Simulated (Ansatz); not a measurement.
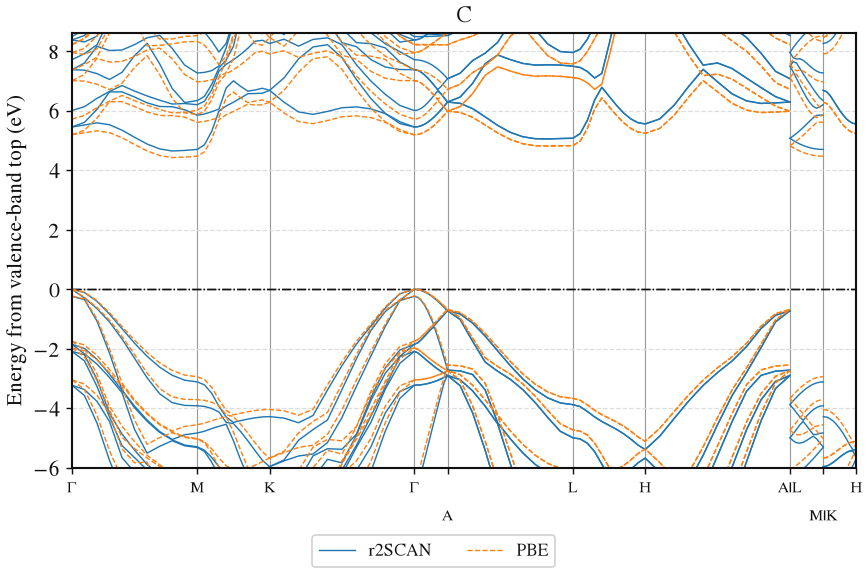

Band structures of C, space group P6_3/mmc, 8 atoms in the cell (a = 2.522 Å, c = 8.237 Å (hexagonal axes)), by two methods on the same cell. Each is counted from its own valence-band top.

Question: How do the methods compare?

Answer: r2SCAN gives a gap of 4.64 eV along the path and PBE gives a gap of 4.42 eV along the path. Over the top 3 filled bands the two differ by 0.18 eV on average.

Settings. r2SCAN: Ansatz PAW, no spin polarisation, no spin-orbit coupling, 12×12×4 k mesh, 500 eV cutoff, Fermi-Dirac smearing of 0.05 eV (Ansatz 0.2.0). PBE: Ansatz PAW, no spin polarisation, no spin-orbit coupling, 12×12×4 k mesh, 420 eV cutoff, Fermi-Dirac smearing of 0.05 eV (Ansatz 0.2.0).

LDA, GGA and most meta-GGA functionals understate gaps. This is a hexagonal form of diamond, not graphite. r2SCAN: the PAW data sets were made with another functional.
